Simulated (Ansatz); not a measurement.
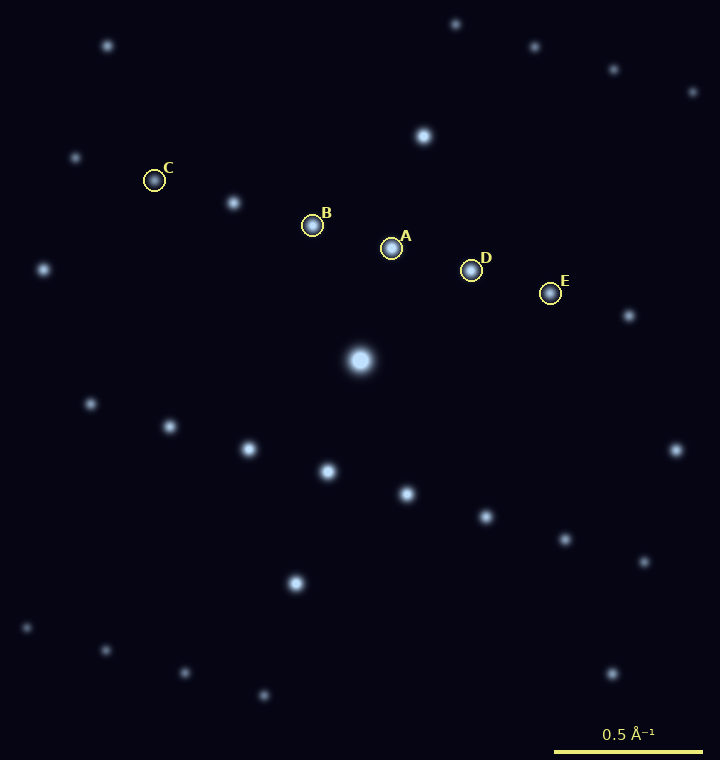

Kinematic zone-axis pattern, calculated for 200 keV electrons with B = 0.5 Å². The zone axis points towards the electron source and the pattern is seen from the source side.

The sample is Mo, space group Pm-3n (No. 223), a = 5.065 Å. Structure: the geometry relaxed with Ansatz 0.2.0, DFT, RPBE, plane waves (420 eV) with PAW, scalar-relativistic; the starting structure was generated, so it need not be a known form of this composition.

Spot A is indexed 0 0 -2 and spot B -1 1 -2.

> Index the other marked spots.

C = −2A + 3B = -3 3 -2 (d = 1.080 Å). D = 2A − B = 1 -1 -2 (d = 2.068 Å). E = 3A − 2B = 2 -2 -2 (d = 1.462 Å).

> Which zone axis is this?

The cross product of A and B is parallel to [110]; every spot obeys hu + kv + lw = 0.

> What are the spacings of A and B and the angle between them?

d(A) = 2.533 Å, d(B) = 2.068 Å, and the angle is 35.3°.
